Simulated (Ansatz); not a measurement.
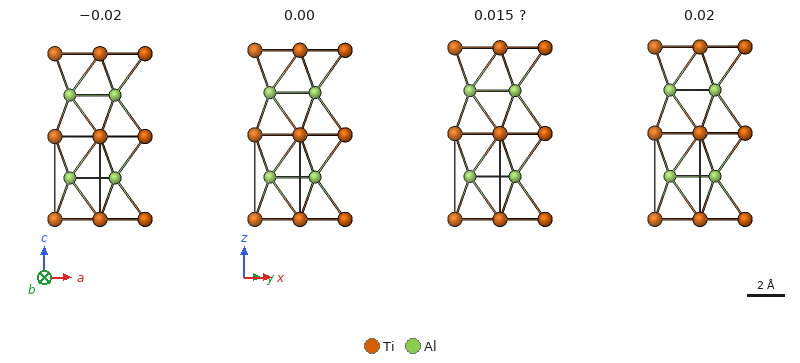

A scan of crystalline TiAl (P-6m2): the cell is strained along z alone, with the atoms kept at their fractional coordinates. x, y and z are the Cartesian axes of the input. The picture is a ball-and-stick view of the cell of the calculation, repeated 2 × 2 × 2 with one cell outlined, seen along the b axis.

Theory: Ansatz, DFT PBEsol, scalar-relativistic, plane waves, PAW. (plane-wave cutoff 420 eV; k-point mesh 24 × 24 × 14; occupations gaussian; smearing width 0.15 eV; no spin polarisation). Energies (free energies at the smearing named) are counted from the relaxed crystal.

```json
{"strain": "−0.0200", "ΔE (meV/atom)": "4.71"}
{"strain": "−0.0150", "ΔE (meV/atom)": "2.57"}
{"strain": "−0.0100", "ΔE (meV/atom)": "1.09"}
{"strain": "−0.0050", "ΔE (meV/atom)": "0.24"}
{"strain": "0.0000", "ΔE (meV/atom)": "0.00"}
{"strain": "0.0050", "ΔE (meV/atom)": "0.36"}
{"strain": "0.0100", "ΔE (meV/atom)": "1.31"}
{"strain": "0.0150", "ΔE (meV/atom)": "?"}
{"strain": "0.0175", "ΔE (meV/atom)": "3.79"}
{"strain": "0.0200", "ΔE (meV/atom)": "4.89"}
```

**Estimate the missing energy from the other rows, and compare with the calculation.**

A straight line between the two neighbours gives 2.96 meV/atom. A cubic through the four nearest rows (0.0050, 0.0100, 0.0175, 0.0200) gives, with Lagrange weights, (−0.0667)(0.36) + (0.3333)(1.31) + (1.0667)(3.79) + (−0.3333)(4.89) = 2.83 meV/atom. The calculation gives 2.82 meV/atom, so the cubic is 0.01 meV/atom too high and the straight line 0.14 meV/atom too high, as the curve bends upwards here.

The whole profile:

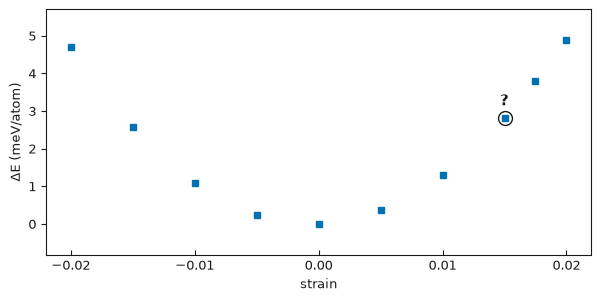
